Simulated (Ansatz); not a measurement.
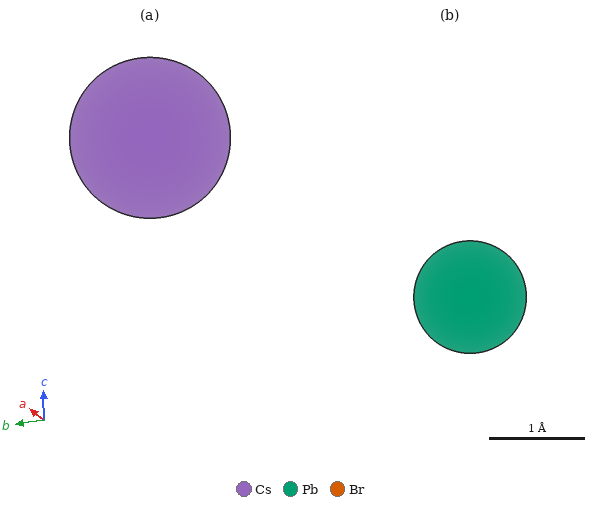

Left: perfect CsPbBr$_{3}$. Right: the same region with one point defect, after relaxing the atoms in a supercell of 40 sites. A ball-and-stick model of the atoms within 3.3 Å of one point, seen from a free direction.

All numbers below come from Ansatz 0.2.0, DFT, PBEsol, PAW, plane waves. Set-up: plane-wave cutoff 420 eV; k-point mesh 1 × 1 × 1; mesh shifted by (0.25, 0.25, 0.25); no spin polarisation. Fermi-Dirac smearing of 0.01 eV. A uniform background neutralises the charged cell. The axes drawn are those of the host's conventional cell.

Question: What kind of defect was made?

Answer: A caesium atom is replaced by lead.

The charge state of the cell is +1.

Question: How does the lattice respond?

Answer: In the host the Cs atom has ; the Pb atom ends with 6 Br at 2.88 to 3.40 Å. Of the host's atoms, a bromine atom moves furthest from its site, by 1.03 Å. The Pb atom itself moves 1.70 Å from where it was put.

Limits of the set-up: the cell is charged, on a uniform background, and energies carry no finite-size correction.
